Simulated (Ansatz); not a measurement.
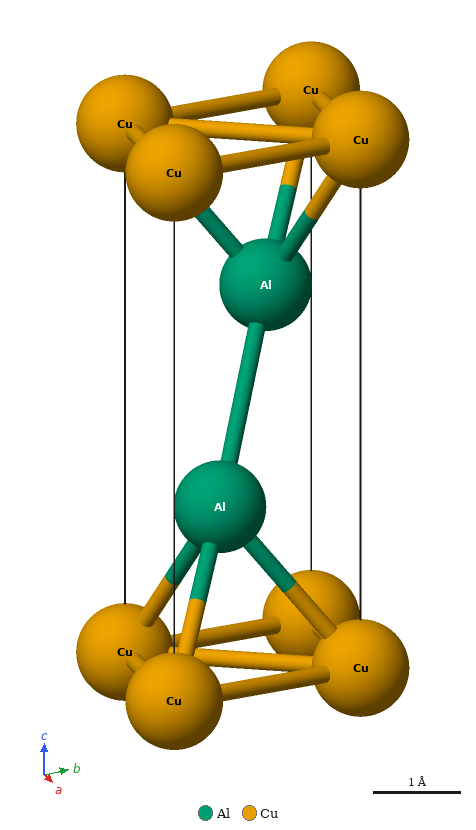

Ball-and-stick drawing of the structure, looking slightly off an axis. The conventional unit cell is outlined; an atom on or near a face, edge or corner is repeated at each equivalent position. Cell: a = 2.87 Å, b = 2.87 Å, c = 6.23 Å, α = 90.00°, β = 90.00°, γ = 120.00°.

The structure was taken from a structure type filled with these elements by a generator (whether the compound takes this form wasn't checked). Earlier steps of the study may have refined or changed the cell and positions. An electronic-structure calculation with Ansatz was run on it.

Question: Describe the crystal.

Answer: Its composition is Al₂Cu. Space group P-3m1 (No. 164), lattice primitive hexagonal. The cell holds 3 atoms (2 Al, 1 Cu), Z = 1. Al is coordinated by nine Al and three Cu in a distorted cuboctahedral arrangement (about 2.9 Å to Al, 2.6 Å to Cu). The coordination shell of Cu holds six Al and six Cu in a distorted cuboctahedral arrangement (about 2.6 Å to Al, 2.9 Å to Cu). The bonds build a three-dimensional framework.

The numbers come from DFT r2SCAN, scalar-relativistic, plane waves, PAW in Ansatz 0.2.0, using 500 eV cutoff, an 18×18×8 k-point grid, Gaussian smearing of 0.1 eV, no spin polarisation.

Question: Does it come out as a metal, or with a gap?

Answer: A metal: bands cross the Fermi level.

Question: List the Bader charges.

Answer: Al +0.63 e; Cu -1.26 e.

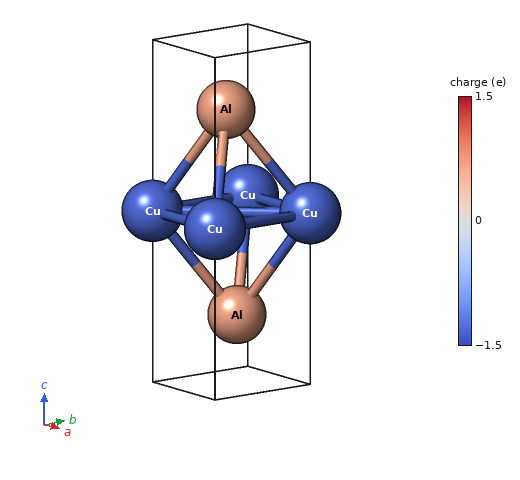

The atoms coloured by those charges. The run's cell of 3 atoms is drawn, so axes and origin can differ from the first picture.

Question: Is this an equilibrium geometry for the method given?

Answer: No. The largest force is 0.05 eV/Å, on Al. The pressure is -3.3 GPa, so the cell would contract.
